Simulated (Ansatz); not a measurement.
Run report: Ga$_{2}$O$_{3}$, geometry relaxation (part 2 of 2)

Ga$_{2}$O$_{3}$ (C2/m, 10 atoms in the cell); DFT PBE, scalar-relativistic, plane waves, PAW, no spin polarisation (Ansatz 0.2.0); cutoff 420 eV, 6×6×4 k-mesh, Gaussian smearing of 0.1 eV. The structure derives from an entry of the Crystallography Open Database.

Geometry of the input (Å; fractional positions):
```
6.1070  -1.5186  0.0000
6.1070  1.5186  0.0000
-1.3860  0.0000  5.6300
Ga 0.0905  0.0905  0.7946
Ga 0.9095  0.9095  0.2054
Ga 0.6587  0.6587  0.3140
Ga 0.3413  0.3413  0.6860
O  0.1645  0.1645  0.1098
O  0.8355  0.8355  0.8902
O  0.1733  0.1733  0.5632
O  0.8267  0.8267  0.4368
O  0.4959  0.4959  0.2566
O  0.5041  0.5041  0.7434
```

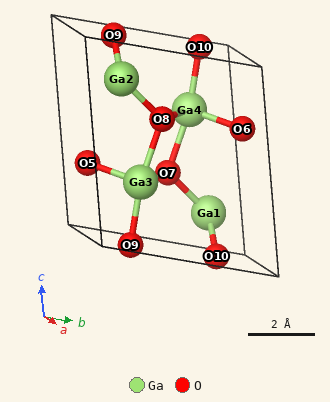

**Figure 1.** The geometry at step 3 of the log (ball-and-stick view of the reduced cell, seen slightly off an axis; atoms are numbered from 1 in the order of the input).

**Output, continued**
```
SCF iter   1: F=—  HF=-18540.116113 eV  |F-HF|=—  |Δ(HF+E_count)|=         —  Δρ=9.67e-4  dr2=4.91e-4  ethr=5.59e-7  ⟨swp⟩=2.0  Hψ=10490  notcnv=0
preconditioner: auto → Resta (q_TF=auto, 2.630 Å⁻¹)  ε∞=4.6  [insulator: Δε(μ)=2.021 eV  Ē_g=17.430 eV  σ=0.100 eV  W_gap=1.00  n_scr=34 (ndim 8)  ℏωp=33.3 eV  f_vac=0.020  D(μ)=0.00/eV (n_scr^D=0)  ε∞_Penn≈4.6]
SCF iter   2: F=—  HF=-18540.116124 eV  |F-HF|=—  |Δ(HF+E_count)|=   1.04e-5  Δρ=4.06e-4  dr2=7.05e-5  ethr=5.58e-7  ⟨swp⟩=3.0  Hψ=4606  notcnv=0
SCF iter   3: F=—  HF=-18540.116120 eV  |F-HF|=—  |Δ(HF+E_count)|=   3.99e-6  Δρ=1.39e-4  dr2=1.38e-5  ethr=8.01e-8  ⟨swp⟩=2.1  Hψ=4025  notcnv=0
SCF iter   4: F=—  HF=-18540.116122 eV  |F-HF|=—  |Δ(HF+E_count)|=   2.29e-6  Δρ=3.52e-5  dr2=1.39e-6  ethr=1.57e-8  ⟨swp⟩=2.3  Hψ=4529  notcnv=0
SCF iter   5: F=-18540.116122 eV  HF=-18540.116123 eV  |F-HF|=5.98e-7  |Δ(HF+E_count)|=   5.87e-7  Δρ=3.04e-5  dr2=7.94e-7  ethr=1.14e-9  ⟨swp⟩=5.7  Hψ=9824  notcnv=0
SCF 5 converged in 5 iterations: F = -18540.116122 eV  dr2 = 7.94e-7
relax step   5: F+E_penalty+E_count = -18540.11612222 eV  Δ(F+E_penalty+E_count) = +7.340e-4 eV  max|allowed force component| = 1.272e-2 eV/Å  Δτ_max = 0.0036 Å  P = +0.019 GPa  Ω = 109.630 Å³  energy of the carried Pulay correction = -1.742e-3 eV  (5 SCF iters, dr2 threshold 1.00e-6 eV, accepted)
iter 1 solved again at ethr=5.65e-8 eV; its pass at ethr=3.10e-3 eV (dr2=4.97e-5 eV) is discarded
SCF iter   1: F=—  HF=-18540.117530 eV  |F-HF|=—  |Δ(HF+E_count)|=         —  Δρ=1.80e-4  dr2=1.76e-6  ethr=5.65e-8  ⟨swp⟩=3.1  Hψ=16052  notcnv=0
preconditioner: auto → Resta (q_TF=auto, 2.630 Å⁻¹)  ε∞=4.6  [insulator: Δε(μ)=2.023 eV  Ē_g=17.435 eV  σ=0.100 eV  W_gap=1.00  n_scr=34 (ndim 8)  ℏωp=33.3 eV  f_vac=0.020  D(μ)=0.00/eV (n_scr^D=0)  ε∞_Penn≈4.6]
SCF iter   2: F=—  HF=-18540.117984 eV  |F-HF|=—  |Δ(HF+E_count)|=   4.54e-4  Δρ=9.01e-5  dr2=3.30e-7  ethr=2.00e-9  ⟨swp⟩=2.0  Hψ=4568  notcnv=0
SCF iter   3: F=—  HF=-18540.118075 eV  |F-HF|=—  |Δ(HF+E_count)|=   9.17e-5  Δρ=3.85e-5  dr2=6.80e-8  ethr=3.75e-10  ⟨swp⟩=2.2  Hψ=3476  notcnv=0
SCF iter   4: F=-18540.118096 eV  HF=-18540.118096 eV  |F-HF|=1.89e-8  |Δ(HF+E_count)|=   2.02e-5  Δρ=2.47e-6  dr2=3.77e-9  ethr=1.14e-11  ⟨swp⟩=3.8  Hψ=10203  notcnv=0
SCF 6 converged in 4 iterations: F = -18540.118096 eV  dr2 = 3.77e-9
relax step   6: F+E_penalty+E_count = -18540.11809553 eV  Δ(F+E_penalty+E_count) = -1.973e-3 eV  max|allowed force component| = 1.277e-2 eV/Å  Δτ_max = 0.0000 Å  P = +0.030 GPa  Ω = 109.630 Å³  stress off target by 1.30e-1 GPa  SCF on the basis re-selected at this cell (its energy is not comparable with the rows above)  (4 SCF iters)
basis re-selected at this cell: Δ(F+E_penalty+E_count) = -1.973e-3 eV, ΔP = +0.011 GPa vs the last step (what re-selecting the basis moved, of the pressure what is left beyond the Pulay correction that the steps carried, after the strain that the cell walked since its last selection, with what the two solves' SCF thresholds leave and, on support functions, any second-order correction that the steps lacked; it is no measure of the basis error at this ecutwfc). This SCF's stress stands 1.30e-1 GPa from its target on what of the cell is left free (relax.cell.stress_tol is 5.00e-1 GPa) and its largest allowed force component is 1.28e-2 eV/Å (relax.f_tol is 5.00e-2 eV/Å): within both
SCF converged after 4 iterations
Free energy (F): -18540.118096 eV
Harris-Foulkes:  -18540.118096 eV  (|F-HF|=1.89e-8)
Internal energy: -18540.118096 eV  (E = F + TS)
E sigma→0 (E₀):  -18540.118096 eV
Fermi energy:    8.561277 eV
--- Per-component energies (eV) ---
  E_band       = -146.226653
  E_kinetic    = 1514.194254
  E_local      = -9270.386286  (includes V_loc(G=0)·N_el)
  E_nonlocal   = 2020.214013
  E_hartree    = 4150.427212
  E_xc         = -710.597003
  E_vxc        = -787.665725  (∫ρ·V_xc dr)
  E_paw        = -8942.056371  (= ΣΔE_a)
  E_vpaw       = -1923.450580  (= ΣTr[D̂ρ^β])
  E_aug_tail   = 0.014309  (compensation charges beyond the density's cutoff)
  E_ewald      = -7301.928223
  E_smearing   = -0.000000  (= −TS)
  E_closure    = 0.000000  (closes the sum)
  Σ components = -18540.118096   (vs F -18540.118096, Δ=0.00e0)
--- Forces (eV/Å), atoms counted from 1 ---
  atom   1  Ga    -0.00841893     0.00000000     0.00341899
  atom   2  Ga     0.00841893    -0.00000000    -0.00341899
  atom   3  Ga     0.00634158     0.00000000     0.00615326
  atom   4  Ga    -0.00634158    -0.00000000    -0.00615326
  atom   5  O      0.00430184    -0.00000000     0.00546652
  atom   6  O     -0.00430184     0.00000000    -0.00546652
  atom   7  O      0.00442401     0.00000000    -0.01276599
  atom   8  O     -0.00442401    -0.00000000     0.01276599
  atom   9  O     -0.00724355     0.00000000     0.00427282
  atom  10  O      0.00724355    -0.00000000    -0.00427282
  max |Σ_I F_I| component: 3.47e-18 eV/Å
--- Stress (GPa, compression-positive) ---
        0.129512       0.000000       0.010271
        0.000000       0.011354      -0.000000
        0.010271      -0.000000      -0.050730
  P = ⅓ Tr σ = 0.0300 GPa (0.300 kbar)
--- Band table (eV; the first three rows and the last of 47) ---
  k-point 0: bands = ["-11.0480", "-10.0039", "-9.9711", "-9.8650", "-9.4250", "-9.4225", "-5.4222", "-5.3936", "-5.3891", "-5.3319", "-5.2413", "-5.2409", "-5.2264", "-5.2248", "-5.1657", "-5.0602", "-5.0479", "-5.0445", "-5.0263", "-5.0119", "-5.0051", "-4.9681", "-4.9567", "-4.8413", "-4.7126", "-4.6427", "0.7446", "1.7842", "2.8640", "3.5642", "4.1848", "4.9761", "5.1130", "5.4221", "5.6394", "5.6960", "5.9658", "6.0103", "6.5864", "6.8627", "6.9060", "7.0962", "7.2747", "7.5365", "9.5724", "12.9403", "13.8545", "14.0326", "15.1145", "15.9742", "16.5603", "16.7729", "18.5547", "19.5743"]
  k-point 1: bands = ["-10.9471", "-10.1764", "-9.9874", "-9.7834", "-9.4863", "-9.3870", "-5.4075", "-5.3954", "-5.3905", "-5.3296", "-5.3093", "-5.2521", "-5.2278", "-5.2069", "-5.1633", "-5.0649", "-5.0626", "-5.0608", "-5.0512", "-5.0165", "-5.0034", "-4.9550", "-4.9490", "-4.8055", "-4.7996", "-4.4896", "1.0028", "2.0610", "2.5987", "3.5750", "4.3063", "5.0000", "5.2014", "5.3126", "5.5643", "5.6037", "5.7868", "5.9907", "6.3475", "6.6875", "6.9210", "6.9662", "7.1282", "7.2963", "10.5271", "13.0889", "13.6122", "14.1970", "14.9370", "15.8239", "16.6050", "17.0444", "18.9734", "19.4818"]
  k-point 2: bands = ["-10.7862", "-10.3892", "-9.9960", "-9.7188", "-9.5125", "-9.3969", "-5.3964", "-5.3924", "-5.3810", "-5.3662", "-5.3117", "-5.3048", "-5.2122", "-5.1839", "-5.1664", "-5.0839", "-5.0821", "-5.0716", "-5.0425", "-5.0327", "-5.0020", "-4.9537", "-4.9171", "-4.8519", "-4.7759", "-4.4010", "1.5680", "1.8321", "2.7151", "3.4302", "4.3760", "4.9174", "5.1099", "5.3543", "5.6006", "5.6058", "5.7064", "6.0276", "6.0573", "6.1940", "6.9331", "6.9654", "7.0265", "7.2632", "11.9238", "12.1147", "13.8565", "14.3913", "15.0710", "15.1950", "17.1594", "17.1886", "18.8490", "18.9122"]
  k-point 46: bands = ["-10.6663", "-10.3048", "-10.1471", "-9.8362", "-9.5512", "-9.3360", "-5.4067", "-5.4007", "-5.3996", "-5.3793", "-5.3271", "-5.3249", "-5.2220", "-5.2061", "-5.1809", "-5.1672", "-5.0835", "-5.0820", "-5.0611", "-5.0546", "-5.0001", "-4.9777", "-4.9521", "-4.9004", "-4.4221", "-4.2776", "2.0237", "2.2716", "2.4602", "2.9652", "4.0825", "4.5379", "4.7621", "4.9934", "5.2014", "5.4953", "5.7695", "6.3529", "6.6456", "6.8567", "6.9237", "6.9270", "6.9777", "7.5491", "12.3200", "12.5455", "13.3870", "13.6698", "14.3706", "15.0222", "17.0601", "17.4417", "18.9630", "19.3074"]
--- Relaxed structure (4 steps of the walk, 4 accepted, 2 SCFs on fresh bases) ---
  F+E_penalty+E_count = -18540.11809553 eV   max|allowed force component| = 1.277e-2 eV/Å   (the final SCF, on the basis selected at the relaxed cell)
  cell:  # Å, volume = 109.6303 Å³
    - [6.2219393059152655, -1.542079495846573, 0.009288085398446623]
    - [6.2219393059152655, 1.542079495846573, 0.009288085398446623]
    - [-1.4035129597071214, 0.0, 5.71095387925334]
  atoms:
    - { symbol: Ga, position: [0.09002252353168477, 0.09002252353168477, 0.794742750281925] }
    - { symbol: Ga, position: [0.9099774764683152, 0.9099774764683152, 0.20525724971807507] }
    - { symbol: Ga, position: [0.6584542117240452, 0.6584542117240452, 0.31402042444120115] }
    - { symbol: Ga, position: [0.34154578827595494, 0.34154578827595494, 0.6859795755587987] }
    - { symbol: O, position: [0.1634652518840041, 0.1634652518840041, 0.10920794248499965] }
    - { symbol: O, position: [0.8365347481159962, 0.8365347481159962, 0.8907920575150003] }
    - { symbol: O, position: [0.17371669514851218, 0.17371669514851218, 0.5644611578226463] }
    - { symbol: O, position: [0.8262833048514878, 0.8262833048514878, 0.4355388421773538] }
    - { symbol: O, position: [0.49598359669811093, 0.49598359669811093, 0.2565644698213627] }
    - { symbol: O, position: [0.5040164033018891, 0.5040164033018891, 0.7434355301786373] }
```

**Trajectory as extended XYZ (Å, eV, eV/Å), 6 frames, from step=1 to step=6**
```
10
Lattice="6.1070 -1.5186 0.0000 6.1070 1.5186 0.0000 -1.3860 0.0000 5.6300" Properties=species:S:1:pos:R:3:forces:R:3 step=1 energy=-18539.97182 pressure_GPa=9.55
Ga    0.0041    0.0000    4.4736    0.1073   0.0000   0.0619
Ga   10.8240    0.0000    1.1564   -0.1073   0.0000  -0.0619
Ga    7.6096    0.0000    1.7679   -0.0199   0.0000   0.0664
Ga    3.2184    0.0000    3.8621    0.0199   0.0000  -0.0664
O     1.8570    0.0000    0.6182    0.2046   0.0000  -0.0772
O     8.9710    0.0000    5.0118   -0.2046   0.0000   0.0772
O     1.3361    0.0000    3.1708   -0.0161   0.0000  -0.0530
O     9.4919    0.0000    2.4592    0.0161   0.0000   0.0530
O     5.7013    0.0000    1.4447    0.1670   0.0000   0.0525
O     5.1267    0.0000    4.1853   -0.1670   0.0000  -0.0525
10
Lattice="6.1708 -1.5310 0.0021 6.1708 1.5310 0.0021 -1.3985 0.0000 5.6838" Properties=species:S:1:pos:R:3:forces:R:3 step=2 energy=-18540.07322 pressure_GPa=3.72
Ga    0.0043    0.0000    4.5174    0.0208   0.0000   0.0451
Ga   10.9387    0.0000    1.1707   -0.0208   0.0000  -0.0451
Ga    7.6855    0.0000    1.7893   -0.0038   0.0000   0.0115
Ga    3.2575    0.0000    3.8987    0.0038   0.0000  -0.0115
O     1.8613    0.0000    0.6235    0.1306   0.0000   0.0000
O     9.0817    0.0000    5.0645   -0.1306   0.0000   0.0000
O     1.3532    0.0000    3.2083    0.0155   0.0000  -0.0494
O     9.5898    0.0000    2.4798   -0.0155   0.0000   0.0494
O     5.7606    0.0000    1.4577    0.0629   0.0000   0.0638
O     5.1824    0.0000    4.2303   -0.0629   0.0000  -0.0638
10
Lattice="6.2130 -1.5418 0.0059 6.2130 1.5418 0.0059 -1.4046 0.0000 5.7018" Properties=species:S:1:pos:R:3:forces:R:3 step=3 energy=-18540.08820 pressure_GPa=0.25
Ga    0.0038    0.0000    4.5308   -0.0134   0.0000   0.0210
Ga   11.0176    0.0000    1.1828    0.0134   0.0000  -0.0210
Ga    7.7393    0.0000    1.7989    0.0052   0.0000   0.0006
Ga    3.2821    0.0000    3.9147   -0.0052   0.0000  -0.0006
O     1.8754    0.0000    0.6261    0.0226   0.0000  -0.0143
O     9.1459    0.0000    5.0875   -0.0226   0.0000   0.0143
O     1.3665    0.0000    3.2199    0.0011   0.0000  -0.0092
O     9.6549    0.0000    2.4937   -0.0011   0.0000   0.0092
O     5.8005    0.0000    1.4717    0.0057   0.0000  -0.0046
O     5.2209    0.0000    4.2420   -0.0057   0.0000   0.0046
10
Lattice="6.2130 -1.5418 0.0059 6.2130 1.5418 0.0059 -1.4046 0.0000 5.7018" Properties=species:S:1:pos:R:3:forces:R:3 step=4 energy=-18540.11686 pressure_GPa=0.66
Ga    0.0038    0.0000    4.5308   -0.0128   0.0000   0.0216
Ga   11.0176    0.0000    1.1828    0.0128   0.0000  -0.0216
Ga    7.7393    0.0000    1.7989    0.0058   0.0000   0.0026
Ga    3.2821    0.0000    3.9147   -0.0058   0.0000  -0.0026
O     1.8754    0.0000    0.6261    0.0234   0.0000  -0.0140
O     9.1459    0.0000    5.0875   -0.0234   0.0000   0.0140
O     1.3665    0.0000    3.2199    0.0033   0.0000  -0.0112
O     9.6549    0.0000    2.4937   -0.0033   0.0000   0.0112
O     5.8005    0.0000    1.4717    0.0063   0.0000  -0.0043
O     5.2209    0.0000    4.2420   -0.0063   0.0000   0.0043
10
Lattice="6.2219 -1.5421 0.0093 6.2219 1.5421 0.0093 -1.4035 0.0000 5.7110" Properties=species:S:1:pos:R:3:forces:R:3 step=5 energy=-18540.11612 pressure_GPa=0.02
Ga    0.0048    0.0000    4.5404   -0.0085   0.0000   0.0035
Ga   11.0356    0.0000    1.1891    0.0085   0.0000  -0.0035
Ga    7.7530    0.0000    1.8056    0.0061   0.0000   0.0060
Ga    3.2874    0.0000    3.9239   -0.0061   0.0000  -0.0060
O     1.8809    0.0000    0.6267    0.0042   0.0000   0.0052
O     9.1595    0.0000    5.1028   -0.0042   0.0000  -0.0052
O     1.3695    0.0000    3.2268    0.0042   0.0000  -0.0127
O     9.6709    0.0000    2.5027   -0.0042   0.0000   0.0127
O     5.8119    0.0000    1.4744   -0.0073   0.0000   0.0042
O     5.2285    0.0000    4.2551    0.0073   0.0000  -0.0042
10
Lattice="6.2219 -1.5421 0.0093 6.2219 1.5421 0.0093 -1.4035 0.0000 5.7110" Properties=species:S:1:pos:R:3:forces:R:3 step=6 energy=-18540.11810 pressure_GPa=0.03
Ga    0.0048    0.0000    4.5404   -0.0084   0.0000   0.0034
Ga   11.0356    0.0000    1.1891    0.0084   0.0000  -0.0034
Ga    7.7530    0.0000    1.8056    0.0063   0.0000   0.0062
Ga    3.2874    0.0000    3.9239   -0.0063   0.0000  -0.0062
O     1.8809    0.0000    0.6267    0.0043   0.0000   0.0055
O     9.1595    0.0000    5.1028   -0.0043   0.0000  -0.0055
O     1.3695    0.0000    3.2268    0.0044   0.0000  -0.0128
O     9.6709    0.0000    2.5027   -0.0044   0.0000   0.0128
O     5.8119    0.0000    1.4744   -0.0072   0.0000   0.0043
O     5.2285    0.0000    4.2551    0.0072   0.0000  -0.0043
```

**Summary**

- outcome: converged
- space group (tolerance 0.01 Å): C2/m (12)
- electrons treated: 88
- free energy: −18540.1181 eV
- Fermi energy: 8.561 eV
- gap on the k-point mesh: 2.02 eV
- pressure: 0.03 GPa
- final volume: 109.63 Å³
- largest force (length of the vector) at the end: 0.014 eV/Å
- final cell: a = 6.410 Å, b = 6.410 Å, c = 5.881 Å, α = 103.31°, β = 103.31°, γ = 27.84°
- hardware: 1 thread of Intel Xeon @ 2.50GHz (Skylake/Cascade Lake), 192 GiB of memory available, shared host
- wall time: 2.2 min
- peak memory: 0.57 GiB
